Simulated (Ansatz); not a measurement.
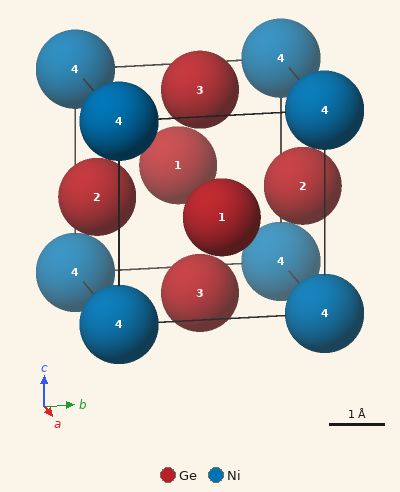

Fig. 1: The structure (spheres-only view of the cell of the calculation, seen slightly off an axis; atoms are numbered from 1 in the order of the input). An atom can appear more than once, as a periodic image.

**NiGe$_{3}$: single-point calculation**

System: NiGe$_{3}$ (Pm-3m, 4 atoms in the cell).
Method: DFT PBEsol, scalar-relativistic, plane waves, PAW, spin-polarised (Ansatz 0.2.0).

The structure was built on a prototype by a generator; it need not be a known phase. Figures and captions count atoms from 1; the log counts them from 0 in places.

### Output
```
Engine: ansatz 0.2.0, aarch64-unknown-linux-gnu
Pseudopotentials: kind: paw
Pseudopotential: Ge, paw, valence charge 14, recommended cutoff 420 eV (normal), Ge.paw.azcp
Pseudopotential: Ni, paw, valence charge 18, recommended cutoff 420 eV (normal), Ni.paw.azcp
Functional definition: PBEsol
  exchange = pbesol_x
  correlation = pbesol_c
Crystal: 4 atoms, lattice volume = 55.943 Å³
Basis set: ecut = 420 eV, 1045 PW (Γ), exchange–correlation on 54×54×54 points (8 copies of the dense FFT grid, shifted against one another)
Bands: 37, of which v1, the nominal top of the filled ones, is band 30 counted from 1 (29 counted from 0)
Symmetry: 48 space group operations
Space group: Pm-3m (ITA 221), of the structure as read, at distance tolerance 3.8e-5 Å
Magnetic group: BNS 221.92 (UNI 1594), of the structure as read, at distance tolerance 3.8e-5 Å
k-points: 20 of 216
Non-local potential: Ge, projectors of the file, l = 0: 2, l = 1: 2, l = 2: 3, l = 3: 1
Non-local potential: Ni, projectors of the file, l = 0: 3, l = 1: 2, l = 2: 3, l = 3: 1
PAW form: soft (Blöchl's): semilocal exchange-correlation on the pseudo side does not see the compensation charge
PAW frozen core: Ge, regenerated for the run's functional, and the local potential with it (the file was generated under x = pbe(κ = 0.804, μ = 0.2195149727645171), c = pbe(β = 0.06672455060314922))
PAW frozen core: Ni, regenerated for the run's functional, and the local potential with it (the file was generated under x = pbe(κ = 0.804, μ = 0.2195149727645171), c = pbe(β = 0.06672455060314922))
PAW one-centre angular grid: Ge, 590 points (default); XC on 64 Gauss nodes
PAW one-centre angular grid: Ni, 590 points (default); XC on 64 Gauss nodes
Initial density: superposition of atomic densities (chi_scale 0.1, normalization cell)
Starting moments: Σ|m| = 1 μB on 1 of 4 sites
Initial wavefunctions: pseudopotential atomic-orbital guess
Functional: x = pbesol(κ = 0.804, μ = 0.12345679012345678), c = pbesol(β = 0.046)
SCF iter   1: F=—  HF=-18565.568661 eV  |F-HF|=—  |Δ(HF+E_count)|=         —  Δρ=1.28e-1 (↑2.87e-2 ↓1.28e-1)  dr2=1.21e1  dr2_m=1.36e0  M=0.124 μB ∫|m|=0.167 μB  β_m=0.30  ethr=3.10e-3  ⟨swp⟩=5.2  Hψ=4913  notcnv=0
preconditioner: auto → Kerker (q_TF=auto, 2.760 Å⁻¹)  [metal: Δε(μ)=0.052 eV  Ē_g=20.087 eV  σ=0.100 eV  W_gap=0.28  n_scr=18 (ndim 8)  ℏωp=35.8 eV  f_vac=0.000  D(μ)=2.67/eV (n_scr^D=26)]
spin=Collinear: Kerker preconditioning applied to the charge; magnetization (m = ρ↑ − ρ↓) channel mixes plain (no charge-response kernel on spin).
SCF iter   2: F=—  HF=-18564.587060 eV  |F-HF|=—  |Δ(HF+E_count)|=   9.82e-1  Δρ=4.89e-2 (↑4.89e-2 ↓1.67e-2)  dr2=9.07e-1  dr2_m=2.10e-1  M=0.485 μB ∫|m|=0.485 μB  β_m=0.30  ethr=3.10e-3  ⟨swp⟩=2.9  Hψ=3292  notcnv=0  defer=64
SCF iter   3: F=—  HF=-18564.396172 eV  |F-HF|=—  |Δ(HF+E_count)|=   1.91e-1  Δρ=4.05e-2 (↑1.15e-2 ↓4.05e-2)  dr2=1.16e0  dr2_m=2.87e-1  M=0.323 μB ∫|m|=0.324 μB  β_m=0.30  ethr=1.51e-3  ⟨swp⟩=2.0  Hψ=3150  notcnv=0  defer=70
SCF iter   4: F=—  HF=-18564.423379 eV  |F-HF|=—  |Δ(HF+E_count)|=   2.72e-2  Δρ=5.30e-2 (↑5.30e-2 ↓3.76e-2)  dr2=3.75e0  dr2_m=3.22e-2  M=0.417 μB ∫|m|=0.422 μB  β_m=0.30  ethr=1.51e-3  ⟨swp⟩=2.8  Hψ=2125  notcnv=0  defer=70
SCF iter   5: F=—  HF=-18564.214232 eV  |F-HF|=—  |Δ(HF+E_count)|=   2.09e-1  Δρ=1.40e-2 (↑1.40e-2 ↓1.23e-2)  dr2=4.22e-3  dr2_m=8.79e-2  M=0.338 μB ∫|m|=0.339 μB  β_m=0.30  ethr=1.51e-3  ⟨swp⟩=2.0  Hψ=2154  notcnv=0  defer=69
SCF iter   6: F=—  HF=-18564.231440 eV  |F-HF|=—  |Δ(HF+E_count)|=   1.72e-2  Δρ=1.89e-2 (↑1.89e-2 ↓1.72e-3)  dr2=1.54e-1  dr2_m=4.97e-2  M=0.322 μB ∫|m|=0.322 μB  β_m=0.30  ethr=7.03e-6  ⟨swp⟩=2.0  Hψ=2773  notcnv=0  defer=69
SCF iter   7: F=—  HF=-18564.222187 eV  |F-HF|=—  |Δ(HF+E_count)|=   9.25e-3  Δρ=9.72e-3 (↑9.58e-3 ↓9.72e-3)  dr2=6.42e-4  dr2_m=4.75e-2  M=0.278 μB ∫|m|=0.279 μB  β_m=0.30  ethr=7.03e-6  ⟨swp⟩=2.0  Hψ=2792  notcnv=0  defer=69
Mixer restart at iter 7: flushing history
spin-set hold released at iteration 7 (site moments contracting): the magnetisation degrees of freedom join the quasi-Newton model from the next iteration; the mixer history was flushed
SCF iter   8: F=—  HF=-18564.226387 eV  |F-HF|=—  |Δ(HF+E_count)|=   4.20e-3  Δρ=1.04e-2 (↑6.96e-3 ↓1.04e-2)  dr2=3.70e-3  dr2_m=3.87e-2  M=0.244 μB ∫|m|=0.245 μB  β_m=0.65  ethr=1.07e-6  ⟨swp⟩=2.5  Hψ=2999  notcnv=0  defer=69
SCF iter   9: F=—  HF=-18564.235642 eV  |F-HF|=—  |Δ(HF+E_count)|=   9.25e-3  Δρ=9.15e-3 (↑9.15e-3 ↓1.66e-3)  dr2=2.41e-2  dr2_m=1.46e-2  M=0.188 μB ∫|m|=0.190 μB  β_m=0.35  ethr=1.07e-6  ⟨swp⟩=2.5  Hψ=2839  notcnv=0  defer=69
SCF iter  10: F=—  HF=-18564.236063 eV  |F-HF|=—  |Δ(HF+E_count)|=   4.21e-4  Δρ=3.57e-3 (↑3.57e-3 ↓3.23e-3)  dr2=7.48e-5  dr2_m=5.92e-3  M=0.116 μB ∫|m|=0.118 μB  β_m=0.68  ethr=1.07e-6  ⟨swp⟩=2.1  Hψ=2693  notcnv=0  defer=69
SCF iter  11: F=—  HF=-18564.238056 eV  |F-HF|=—  |Δ(HF+E_count)|=   1.99e-3  Δρ=2.34e-3 (↑2.34e-3 ↓1.92e-3)  dr2=7.11e-3  dr2_m=5.91e-5  M=0.026 μB ∫|m|=0.027 μB  β_m=0.84  ethr=1.25e-7  ⟨swp⟩=2.5  Hψ=2752  notcnv=0  defer=69
SCF iter  12: F=—  HF=-18564.238300 eV  |F-HF|=—  |Δ(HF+E_count)|=   2.44e-4  Δρ=1.82e-3 (↑1.67e-3 ↓1.82e-3)  dr2=5.09e-3  dr2_m=6.83e-6  M=0.004 μB ∫|m|=0.005 μB  β_m=0.81  ethr=1.25e-7  ⟨swp⟩=2.0  Hψ=2638  notcnv=0  defer=69
SCF iter  13: F=—  HF=-18564.237880 eV  |F-HF|=—  |Δ(HF+E_count)|=   4.20e-4  Δρ=2.59e-4 (↑2.59e-4 ↓1.49e-4)  dr2=5.23e-6  dr2_m=2.06e-5  M=-0.004 μB ∫|m|=0.004 μB  β_m=0.71  ethr=1.25e-7  ⟨swp⟩=2.1  Hψ=2640  notcnv=0  defer=69
SCF iter  14: F=—  HF=-18564.237883 eV  |F-HF|=—  |Δ(HF+E_count)|=   3.15e-6  Δρ=6.42e-5 (↑6.42e-5 ↓4.44e-5)  dr2=3.68e-6  dr2_m=4.28e-7  M=0.002 μB ∫|m|=0.002 μB  β_m=0.85  ethr=8.71e-9  ⟨swp⟩=2.0  Hψ=2544  notcnv=0  defer=69
SCF iter  15: F=—  HF=-18564.237884 eV  |F-HF|=—  |Δ(HF+E_count)|=   7.39e-7  Δρ=2.29e-5 (↑2.14e-5 ↓2.29e-5)  dr2=9.14e-9  dr2_m=2.51e-7  M=0.001 μB ∫|m|=0.001 μB  β_m=0.93  ethr=1.67e-10  ⟨swp⟩=8.1  Hψ=6556  notcnv=0
iter 16 did not close the SCF: its close was put off for a magnetic moment that had not settled (scf_convergence_deferred on its scf_iter line)
SCF iter  16: F=-18564.237884 eV  HF=-18564.237884 eV  |F-HF|=7.69e-9  |Δ(HF+E_count)|=   1.70e-7  Δρ=3.73e-6 (↑3.73e-6 ↓1.41e-6)  dr2=9.98e-9  dr2_m=1.17e-9  M=0.000 μB ∫|m|=0.000 μB  β_m=0.96  ethr=1.52e-11  ⟨swp⟩=3.9  Hψ=4414  notcnv=0
SCF iter  17: F=-18564.237884 eV  HF=-18564.237884 eV  |F-HF|=5.93e-10  |Δ(HF+E_count)|=  5.78e-10  Δρ=8.21e-7 (↑4.37e-7 ↓8.21e-7)  dr2=6.58e-10  dr2_m=3.36e-11  M=0.000 μB ∫|m|=0.000 μB  ethr=1.52e-11  ⟨swp⟩=1.9  Hψ=3586  notcnv=0
WARN: the starting moments were not kept: the SCF closed with an absolute magnetisation of 1.6e-5 μB, where they sum to 1 μB in size (1 site). That is at most 0.1 of that sum. Measured as dr2_m measures the in/out step, that magnetisation stands 1.8e-10 eV from none, at or under the dr2_threshold of 1.0e-7 eV: it is no larger than a step whose dr2_m would equal this threshold. The system may hold no moment; this SCF shows only that its start led to no more than that. To try another start: raise the starting moments (crystal.atoms[].spin, magnetization.per_species, magnetization.initial_magnetization, or on a non-collinear deck that types none of these the spinor_matrix: blocks that start its atoms; where the total moment is fixed, keep their sum and leave initial_magnetization as it is; typed ones take the place of any that the run laid by itself, positive ones on a crystal's lanthanoids without a Hubbard term where scf.initial_density.shell_occupations: [] is typed) or, if the notice of its spin-set hold's release reads "site moments contracting" or "site moments show no strong build", lengthen the hold (scf.mixing.spin_hold: { on: { confirm: 4 } }; for m-r²SCAN on two components see the key's manual first). Each may lead to a state that holds a moment. A second SCF, from the converged charge density, with the starting moments and any scf.initial_density.shell_occupations laid on it anew, would have followed, and was not run: the deck does not ask for one (magnetization.retry_lost_moments is false, the default). To let it run, set magnetization.retry_lost_moments: true and run the deck again, where that key's refused combinations let it; where memory then withholds it, that run's warning says so.
SCF 1 converged in 17 iterations: F = -18564.237884 eV  dr2 = 6.58e-10
  greatest PAW one-centre occupation: 1.001 electrons in one spin orbital (limit 2), on the Ni atom at site 3 (counted from 0), in its partial waves of l = 1
```

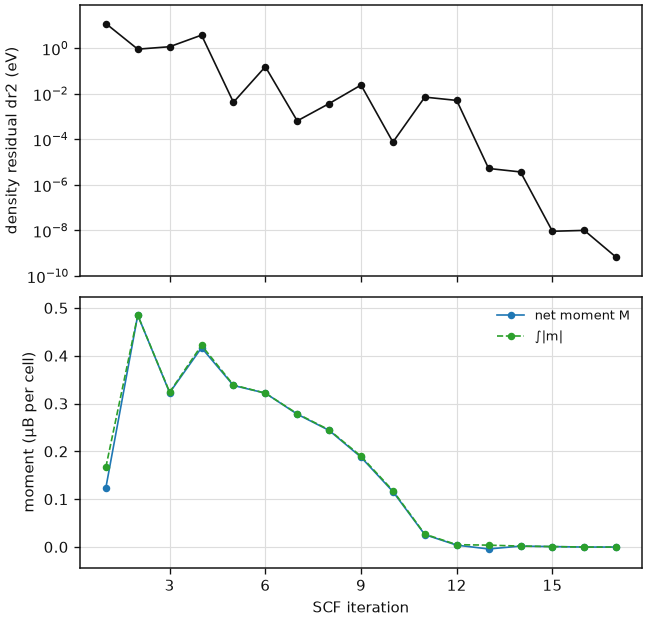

Fig. 2: Convergence of the self-consistent field: density residual dr2 and magnetic moment against the SCF iteration. The residual falls unevenly and jumps up by a factor of two or more 5 times on the way down. The net moment goes from 0.1 to 0.0 μB per cell, and ∫|m| falls to zero.

```
SCF converged after 17 iterations
Magnetization: 0.0000 μB (30.0000 up, 30.0000 down)
Absolute magnetization: 0.0000 μB (∫|ρ↑−ρ↓|, with the PAW one-centre terms)
Spin contamination: 0.0000 ħ² per cell (⟨S²⟩ above its minimum at these occupations)
Per-site moments (μB) at R_I (Å): [(1.5512140829306467e-6, 1.1155544303119136), (1.551214083072586e-6, 1.1155544303119136), (1.5512140831456755e-6, 1.1155544303119136), (8.68763078978993e-6, 1.1155544303119136)]
Free energy (F): -18564.237884 eV
Harris-Foulkes:  -18564.237884 eV  (|F-HF|=5.93e-10)
Internal energy: -18564.220262 eV  (E = F + TS)
E sigma→0 (E₀):  -18564.229073 eV
Entropy (-TS):   -0.017622 eV (-4.405 meV/atom)
Fermi energy:    15.428921 eV
--- Per-component energies (eV) ---
  E_band       = -496.419377
  E_kinetic    = 627.490429
  E_local      = -9607.522363  (includes V_loc(G=0)·N_el)
  E_nonlocal   = 1900.585804
  E_hartree    = 4178.278049
  E_xc         = -314.269314
  E_vxc        = -309.630512  (∫ρ·V_xc dr)
  E_paw        = -7532.807717  (= ΣΔE_a)
  E_vpaw       = -1463.898818  (= ΣTr[D̂ρ^β])
  E_aug_tail   = 0.001891  (compensation charges beyond the density's cutoff)
  E_ewald      = -7818.928139
  E_core_change = 2.951098  (= ΣΔE_core)
  E_smearing   = -0.017622  (= −TS)
  E_closure    = 0.000000  (closes the sum)
  Σ components = -18564.237884   (vs F -18564.237884, Δ=0.00e0)
--- Forces (eV/Å), atoms counted from 1 ---
  atom   1  Ge     0.00000000    -0.00000000     0.00000000
  atom   2  Ge     0.00000000    -0.00000000     0.00000000
  atom   3  Ge     0.00000000     0.00000000     0.00000000
  atom   4  Ni    -0.00000000     0.00000000     0.00000000
  max |Σ_I F_I| component: 1.09e-28 eV/Å
--- Stress (GPa, compression-positive) ---
       13.739752       0.000000       0.000000
        0.000000      13.739752       0.000000
        0.000000       0.000000      13.739752
  P = ⅓ Tr σ = 13.7398 GPa (137.398 kbar)
--- Band table (eV; the first three rows and the last of 40) ---
  k-point 0 ↑: bands = ["-87.1818", "-47.7579", "-47.7579", "-47.7579", "-9.4962", "-9.4962", "-9.4962", "-9.4912", "-9.3702", "-9.3702", "-9.2703", "-9.2703", "-9.2703", "-9.2423", "-9.2423", "-9.1607", "-9.1488", "-9.1488", "-9.1488", "0.7701", "10.0137", "10.0137", "10.9411", "10.9411", "10.9411", "13.6583", "13.6583", "13.6583", "14.7950", "14.7950", "15.5813", "19.3283", "19.3283", "19.3283", "21.7573", "21.7573", "21.7573"]
  k-point 1 ↑: bands = ["-87.1818", "-47.7581", "-47.7579", "-47.7579", "-9.4928", "-9.4754", "-9.4752", "-9.4752", "-9.3675", "-9.3568", "-9.2735", "-9.2711", "-9.2711", "-9.2544", "-9.2420", "-9.1728", "-9.1728", "-9.1715", "-9.1488", "1.0470", "7.8729", "10.2436", "11.1119", "11.1119", "12.3520", "13.6677", "13.7038", "13.7038", "14.4066", "14.9966", "16.9406", "18.6156", "18.6156", "18.7042", "20.2468", "21.1536", "21.1536"]
  k-point 2 ↑: bands = ["-87.1818", "-47.7583", "-47.7579", "-47.7579", "-9.4857", "-9.4367", "-9.4172", "-9.4172", "-9.3609", "-9.3234", "-9.2869", "-9.2803", "-9.2771", "-9.2771", "-9.2417", "-9.2326", "-9.2326", "-9.1994", "-9.1488", "1.8528", "5.5230", "10.9163", "11.4743", "11.4743", "13.3439", "13.3493", "13.6866", "14.0164", "14.0164", "15.2932", "16.7388", "16.7388", "17.9896", "18.0091", "20.4813", "21.7713", "21.7713"]
  k-point 19 ↓: bands = ["-87.1817", "-47.7583", "-47.7583", "-47.7583", "-9.4243", "-9.4243", "-9.4243", "-9.3904", "-9.3844", "-9.3844", "-9.3844", "-9.2711", "-9.2711", "-9.2711", "-9.2396", "-9.2396", "-9.1654", "-9.1654", "-9.1654", "6.9713", "6.9713", "6.9713", "8.0651", "9.7413", "9.7413", "9.7413", "13.9718", "13.9718", "14.1169", "14.5398", "14.5398", "14.5398", "24.9920", "24.9920", "25.4198", "25.4198", "25.4198"]
--- Löwdin populations: 4 sites ---
  site symbol       q [e]    m [muB]
     0     Ge     14.0706     0.0000
     1     Ge     14.0706     0.0000
     2     Ge     14.0706     0.0000
     3     Ni     17.5106     0.0000
  spilling = 0.004627 (of n_electrons = 60.000000)
```

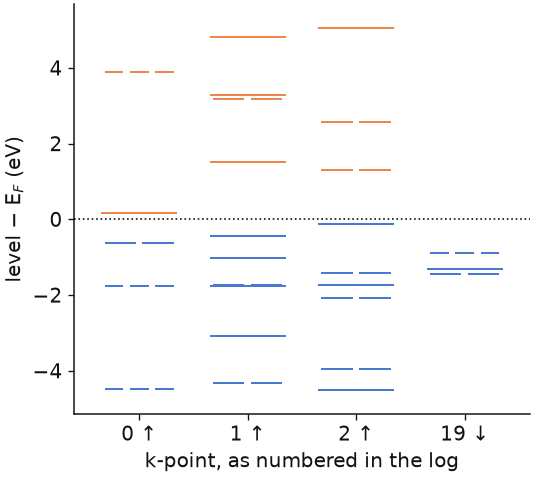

Fig. 3: Kohn–Sham levels near the Fermi level (dotted) at the few k-points that the log prints; levels within 0.02 eV of each other stand side by side. The system is metallic on the full mesh.

This output came from the following input.

### The input
```yaml
crystal:
  lattice:
    - [3.824562921, 0.0, 0.0]
    - [0.0, 3.824562921, 0.0]
    - [0.0, 0.0, 3.824562921]
  atoms:
    - { symbol: Ge, position: [0.0, 0.5, 0.5] }
    - { symbol: Ge, position: [0.5, 0.0, 0.5] }
    - { symbol: Ge, position: [0.5, 0.5, 0.0] }
    - { symbol: Ni, position: [0.0, 0.0, 0.0], spin: 1.0 }
basis:
  ecutwfc: 420
kpoints:
  mp_grid: { grid: [6, 6, 6] }
hamiltonian:
  xc: pbesol
scf:
  occupations: { method: gaussian, width: 0.1 }
  lower_state_search: "off"
output:
  forces: true
  stress: true
  eigenvalues: true
  populations: true
magnetization:
  spin_polarized: true
```

Launch command:
```bash
ansatz run input.yaml --threads 1 --pin off --max-ram 2560MiB --backend cpu --events-out ev --progress --plain --runs-dir out
```

### Results in brief

```tsv
quantity	value
outcome	converged
space group (tolerance 0.01 Å)	Pm-3m (221)
electrons treated	60
free energy	−18564.2379 eV
Fermi energy	15.429 eV
gap on the k-point mesh	none (metallic)
net moment of the cell	0.00 μB
integrated absolute moment	0.00 μB
pressure	13.74 GPa
largest force (length of the vector)	under 0.001 eV/Å
hardware	1 thread of Arm Neoverse V2, 24 GiB of memory available, shared host
wall time	9.8 s
peak memory	0.36 GiB
```

### Notes

Warnings of the run: some starting moments were not kept. The cell is under a pressure of 13.7 GPa at this level, so it is not at its equilibrium volume.
